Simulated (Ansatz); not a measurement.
## HfSiO4: one change and its effect

System: HfSiO4 (I-4m2, 6 atoms in the cell).
Method of run 1: DFT, PBEsol, plane waves, PAW, no spin polarisation (Ansatz 0.2.0).

The structure was built on a prototype by a generator; it need not be a known phase. The geometry comes from this level: PBE. Text and figures count atoms from 1; the logs count them from 0 in places.

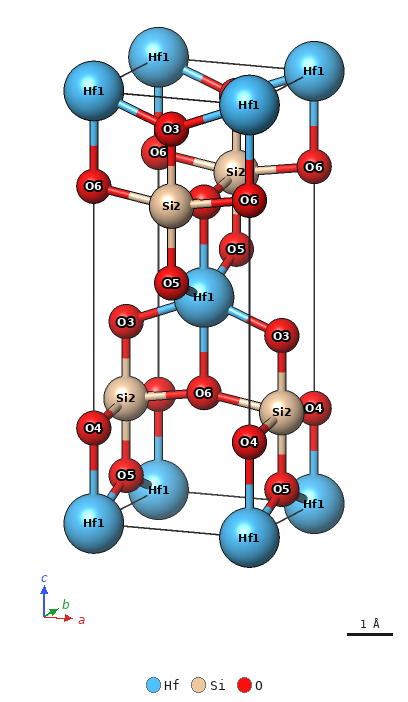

Figure 1. The starting structure (ball-and-stick view of the cell 2 times as large as that of the calculation, set on its symmetry axes, seen slightly off an axis; atoms are numbered from 1 in the order of the input). An atom can appear more than once, as a periodic image. Near neighbours in the periodic cell (some may lie outside the picture): Hf has 6 O at 2.01 to 2.17 Å; Si has 6 O at 1.75 to 1.90 Å; O has 2 Hf at 2.01 Å and 1 Si at 1.75 Å; O has 1 Hf at 2.17 Å and 2 Si at 1.90 Å.

## The input, run 1
```yaml
crystal:
  lattice:
    - [-1.876144657, 1.876144657, 4.9306409196]
    - [1.876144657, -1.876144657, 4.9306409196]
    - [1.876144657, 1.876144657, -4.9306409196]
  atoms:
    - { symbol: Hf, position: [0.0, 0.0, 0.0] }
    - { symbol: Si, position: [0.75, 0.25, 0.5] }
    - { symbol: O, position: [0.9278095355, 0.4278095355, 0.5] }
    - { symbol: O, position: [0.2203501767, 0.2203501767, 0.0] }
    - { symbol: O, position: [0.5721904645, 0.0721904645, 0.5] }
    - { symbol: O, position: [0.7796498233, 0.7796498233, 0.0] }
kpoints:
  mp_grid: { grid: [8, 8, 8] }
hamiltonian:
  xc: pbesol
scf:
  occupations: { method: fermi_dirac, width: 0.02 }
relax:
  f_tol: 0.005
  cell: {}
output:
  write_density: true
  write_potential: true
  elf: true
  volumetric_format: npy
```

Launched with:
```bash
ansatz run input.yaml --threads 4 --pin off --max-ram 6451MiB --backend cpu --events-out ev --progress --plain --runs-dir out
```

Hardware: 4 threads of AMD EPYC (Zen 3), 16 GiB of memory available, shared host.

## Output, shortened to warnings, some set-up lines, iterations and results (run 1)
```
Basis set: ecut = 420 eV, 1365 PW (Γ), exchange–correlation on 80×80×80 points (8 copies of the dense FFT grid, shifted against one another)
Symmetry: 8 space group operations
k-points: 59 of 512 (time reversal used)
Initial density: superposition of atomic densities (neutral atoms: chi_scale 0, normalization atom), corrected by the library's trained network
[...]
SCF iter   1: F=—  HF=-18470.507034 eV  |F-HF|=—  |Δ(HF+E_count)|=         —  Δρ=1.66e-2  dr2=1.48e-1  ethr=1.77e-3  ⟨swp⟩=6.7  Hψ=8543  notcnv=0
SCF iter   2: F=—  HF=-18470.468115 eV  |F-HF|=—  |Δ(HF+E_count)|=   3.89e-2  Δρ=2.70e-3  dr2=2.39e-3  ethr=2.74e-4  ⟨swp⟩=2.0  Hψ=3391  notcnv=0  defer=81
SCF iter   3: F=—  HF=-18470.468204 eV  |F-HF|=—  |Δ(HF+E_count)|=   8.86e-5  Δρ=1.36e-3  dr2=7.14e-4  ethr=4.42e-6  ⟨swp⟩=2.0  Hψ=3355  notcnv=0  defer=81
SCF iter   4: F=—  HF=-18470.468462 eV  |F-HF|=—  |Δ(HF+E_count)|=   2.58e-4  Δρ=5.00e-4  dr2=1.52e-4  ethr=1.32e-6  ⟨swp⟩=2.3  Hψ=3207  notcnv=0  defer=81
SCF iter   5: F=—  HF=-18470.468394 eV  |F-HF|=—  |Δ(HF+E_count)|=   6.80e-5  Δρ=1.37e-4  dr2=1.29e-5  ethr=2.81e-7  ⟨swp⟩=2.0  Hψ=3373  notcnv=0  defer=81
[... 53 lines ...]
SCF iter   4: F=—  HF=-18470.500212 eV  |F-HF|=—  |Δ(HF+E_count)|=   7.71e-9  Δρ=1.08e-6  dr2=7.98e-10  ethr=2.04e-11  ⟨swp⟩=2.0  Hψ=3065  notcnv=0
SCF iter   5: F=—  HF=-18470.500212 eV  |F-HF|=—  |Δ(HF+E_count)|=  5.38e-10  Δρ=5.98e-7  dr2=2.10e-10  ethr=1.48e-12  ⟨swp⟩=2.0  Hψ=3467  notcnv=0
SCF iter   6: F=-18470.500212 eV  HF=-18470.500212 eV  |F-HF|=1.46e-11  |Δ(HF+E_count)|=  1.38e-10  Δρ=1.35e-7  dr2=8.29e-12  ethr=1.00e-12  ⟨swp⟩=6.0  Hψ=9326  notcnv=0
SCF 8 converged in 6 iterations: F = -18470.500212 eV  dr2 = 8.29e-12
relax step   8: F+E_penalty+E_count = -18470.50021173 eV  Δ(F+E_penalty+E_count) = +2.790e-4 eV  max|allowed force component| = 8.587e-4 eV/Å  Δτ_max = 0.0000 Å  P = -0.007 …
basis re-selected at this cell: Δ(F+E_penalty+E_count) = +2.790e-4 eV, ΔP = -0.004 GPa vs the last step (what re-selecting the basis moved, of the pressure what is left beyond the Pulay correction that the steps carried, after the strain that the cell walked since its last selection, with what the …
SCF converged after 6 iterations
Free energy (F): -18470.500212 eV
Harris-Foulkes:  -18470.500212 eV  (|F-HF|=1.46e-11)
Internal energy: -18470.500212 eV  (E = F + TS)
E sigma→0 (E₀):  -18470.500212 eV
Fermi energy:    12.065403 eV
--- Per-component energies (eV) ---
  E_band       = -134.221911
  E_kinetic    = 1176.026048
  E_local      = -8294.581062  (includes V_loc(G=0)·N_el)
  E_nonlocal   = -1021.572702
  E_hartree    = 3712.771562
  E_xc         = -646.102140
  E_vxc        = -690.142395  (∫ρ·V_xc dr)
  E_paw        = -7918.416998  (= ΣΔE_a)
  E_vpaw       = 1270.495105  (= ΣTr[D̂ρ^β])
  E_aug_tail   = 0.010066  (compensation charges beyond the density's cutoff)
  E_ewald      = -5480.058790
  E_core_change = 1.423804  (= ΣΔE_core)
  E_smearing   = -0.000000  (= −TS)
  E_closure    = -0.000000  (closes the sum)
  Σ components = -18470.500212   (vs F -18470.500212, Δ=0.00e0)
--- Forces (eV/Å), atoms counted from 1 ---
  atom   1  Hf     0.00000000     0.00000000    -0.00000000
  atom   2  Si    -0.00000000     0.00000000    -0.00000000
  atom   3  O     -0.00000000    -0.00000000     0.00037099
  atom   4  O      0.00000000     0.00000000     0.00085867
  atom   5  O      0.00000000     0.00000000    -0.00037099
  atom   6  O     -0.00000000     0.00000000    -0.00085867
  max |Σ_I F_I| component: 1.86e-17 eV/Å
--- Stress (GPa, compression-positive) ---
       -0.007907       0.000000       0.000000
        0.000000      -0.007907       0.000000
        0.000000       0.000000      -0.004738
  P = ⅓ Tr σ = -0.0069 GPa (-0.069 kbar)
--- Relaxed structure (6 steps of the walk, 6 accepted, 2 SCFs on fresh bases) ---
  F+E_penalty+E_count = -18470.50021173 eV   max|allowed force component| = 8.587e-4 eV/Å   (the final SCF, on the basis selected at the relaxed cell)
  cell:  # Å, volume = 67.6098 Å³
    - [-1.8571060408497375, 1.8571060408497375, 4.900901629827933]
    - [1.8571060408497375, -1.8571060408497375, 4.900901629827933]
    - [1.8571060408497375, 1.8571060408497375, -4.900901629827933]
  atoms:
[...]
```

The input of run 2 differs as follows (lines with − go, lines with + come):
```diff
-  xc: pbesol
+  xc: r2scan
```

Predict how the results change.

The total energies belong to different methods, so their difference says nothing on which is more stable or more accurate. The gap on the mesh goes from 3.99 to 4.42 eV. The volume per atom goes from 11.27 to 11.24 Å³. The functional changes from PBEsol to r2SCAN. The SCF takes 44 iterations over all geometry steps against 47. The default cutoff goes from 420 to 500 eV with the change. On the same kind of shared host run 2 took about 1.9 times as long.

## Output, shortened to warnings, some set-up lines, iterations and results (run 2)
```
Basis set: ecut = 500 eV, 1749 PW (Γ), exchange–correlation on 180×180×180 points (64 copies of the dense FFT grid, shifted against one another)
Symmetry: 8 space group operations
k-points: 59 of 512 (time reversal used)
Initial density: superposition of atomic densities (neutral atoms: chi_scale 0, normalization atom), corrected by the library's trained network
[...]
SCF iter   1: F=—  HF=-18654.574611 eV  |F-HF|=—  |Δ(HF+E_count)|=         —  Δρ=9.72e-3  dr2=5.87e-2  dr2_τ=3.98e-1  ethr=1.77e-3  ⟨swp⟩=6.7  Hψ=8550  notcnv=0
SCF iter   2: F=—  HF=-18654.748668 eV  |F-HF|=—  |Δ(HF+E_count)|=   1.74e-1  Δρ=5.81e-3  dr2=1.73e-2  dr2_τ=1.91e-3  ethr=1.09e-4  ⟨swp⟩=2.9  Hψ=4384  notcnv=0  defer=83
SCF iter   3: F=—  HF=-18654.747597 eV  |F-HF|=—  |Δ(HF+E_count)|=   1.07e-3  Δρ=3.38e-3  dr2=3.99e-3  dr2_τ=6.06e-4  ethr=3.21e-5  ⟨swp⟩=2.0  Hψ=3256  notcnv=0  defer=83
SCF iter   4: F=—  HF=-18654.747426 eV  |F-HF|=—  |Δ(HF+E_count)|=   1.71e-4  Δρ=6.84e-4  dr2=3.92e-4  dr2_τ=7.74e-5  ethr=7.39e-6  ⟨swp⟩=2.0  Hψ=3256  notcnv=0  defer=83
SCF iter   5: F=—  HF=-18654.747375 eV  |F-HF|=—  |Δ(HF+E_count)|=   5.15e-5  Δρ=2.20e-4  dr2=2.61e-5  dr2_τ=2.79e-6  ethr=7.26e-7  ⟨swp⟩=2.0  Hψ=3135  notcnv=0  defer=83
[... 50 lines ...]
SCF iter   3: F=—  HF=-18654.785158 eV  |F-HF|=—  |Δ(HF+E_count)|=  6.55e-10  Δρ=1.08e-6  dr2=5.39e-10  dr2_τ=4.12e-11  ethr=3.04e-12  ⟨swp⟩=2.2  Hψ=3357  notcnv=0
SCF iter   4: F=—  HF=-18654.785158 eV  |F-HF|=—  |Δ(HF+E_count)|=  4.00e-10  Δρ=3.68e-7  dr2=5.86e-11  dr2_τ=1.35e-11  ethr=1.00e-12  ⟨swp⟩=5.1  Hψ=10405  notcnv=0
SCF iter   5: F=-18654.785158 eV  HF=-18654.785158 eV  |F-HF|=7.28e-12  |Δ(HF+E_count)|=  1.46e-11  Δρ=9.53e-8  dr2=3.23e-12  dr2_τ=4.57e-13  ethr=1.00e-12  ⟨swp⟩=6.0  …
SCF 8 converged in 5 iterations: F = -18654.785158 eV  dr2 = 3.23e-12
relax step   8: F+E_penalty+E_count = -18654.78515795 eV  Δ(F+E_penalty+E_count) = -1.313e-7 eV  max|allowed force component| = 1.463e-3 eV/Å  Δτ_max = 0.0000 Å  P = +0.014 …
basis re-selected at this cell: Δ(F+E_penalty+E_count) = -1.313e-7 eV, ΔP = -0.000 GPa vs the last step (what re-selecting the basis moved, of the pressure what is left beyond the Pulay correction that the steps carried, after the strain that the cell walked since its last selection, with what the …
SCF converged after 5 iterations
Free energy (F): -18654.785158 eV
Harris-Foulkes:  -18654.785158 eV  (|F-HF|=7.28e-12)
Internal energy: -18654.785158 eV  (E = F + TS)
E sigma→0 (E₀):  -18654.785158 eV
Fermi energy:    12.160761 eV
--- Per-component energies (eV) ---
  E_band       = -166.996065
  E_kinetic    = 1183.530328
  E_local      = -8275.721025  (includes V_loc(G=0)·N_el)
  E_nonlocal   = -1036.380696
  E_hartree    = 3711.007648
  E_xc         = -631.816181
  E_vxc        = -771.410539  (∫ρ·V_xc dr)
  E_paw        = -8114.557815  (= ΣΔE_a)
  E_vpaw       = 1266.739393  (= ΣTr[D̂ρ^β])
  E_aug_tail   = 0.004148  (compensation charges beyond the density's cutoff)
  E_vtau       = 44.227084  (kinetic-family band-sum trace: ∫τ·v_τ [+ j·A + Jᵃ·Aᵃ] dr)
  E_ewald      = -5490.968890
  E_core_change = 0.117325  (= ΣΔE_core)
  E_smearing   = -0.000000  (= −TS)
  E_closure    = 0.000000  (closes the sum)
  Σ components = -18654.785158   (vs F -18654.785158, Δ=0.00e0)
--- Forces (eV/Å), atoms counted from 1 ---
  atom   1  Hf     0.00000000     0.00000000     0.00000000
  atom   2  Si    -0.00000000     0.00000000     0.00000000
  atom   3  O     -0.00000000     0.00000000     0.00146333
  atom   4  O      0.00000000     0.00000000     0.00120865
  atom   5  O      0.00000000     0.00000000    -0.00146333
  atom   6  O     -0.00000000     0.00000000    -0.00120865
  max |Σ_I F_I| component: 1.15e-17 eV/Å
--- Stress (GPa, compression-positive) ---
        0.011127       0.000000       0.000000
        0.000000       0.011127       0.000000
        0.000000       0.000000       0.020501
  P = ⅓ Tr σ = 0.0143 GPa (0.143 kbar)
--- Relaxed structure (6 steps of the walk, 6 accepted, 2 SCFs on fresh bases) ---
  F+E_penalty+E_count = -18654.78515795 eV   max|allowed force component| = 1.463e-3 eV/Å   (the final SCF, on the basis selected at the relaxed cell)
  cell:  # Å, volume = 67.4495 Å³
    - [-1.8587807214467842, 1.8587807214467842, 4.880477890683925]
    - [1.8587807214467842, -1.8587807214467842, 4.880477890683925]
[...]
```

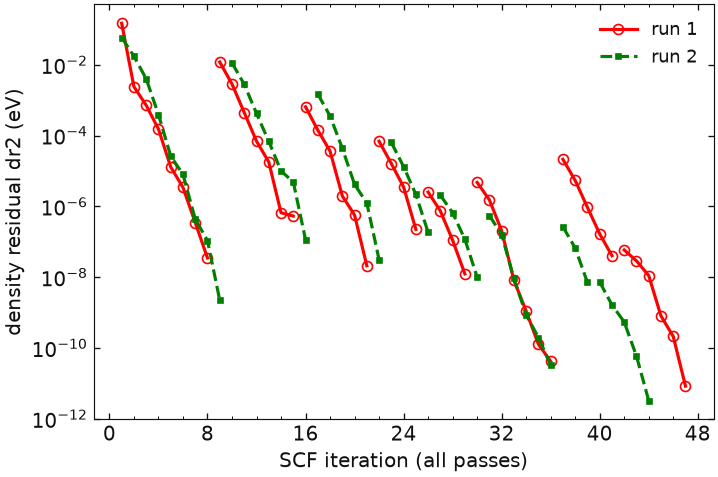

Figure 2. Convergence of the two runs: density residual dr2 against the SCF iteration. A break in a curve parts two SCF passes. Run 1 takes 47 iterations in all, and run 2 takes 44.

## The two runs side by side

| quantity | run 1 | run 2 |
| --- | --- | --- |
| outcome | converged | converged |
| free energy per atom (eV) | −3078.4167 | −3109.1309 |
| gap on the mesh (eV) | 3.99 | 4.42 |
| pressure (GPa) | −0.01 | 0.01 |
| volume per atom (Å³) | 11.27 | 11.24 |
| largest force (eV/Å) | 0.001 | 0.001 |
| SCF iterations | 47 | 44 |
| irreducible k-points | 59 | 59 |
| wall time (shared host) | 24 s | 46 s |

For both runs: Spin–orbit coupling is left out, which matters for Hf.
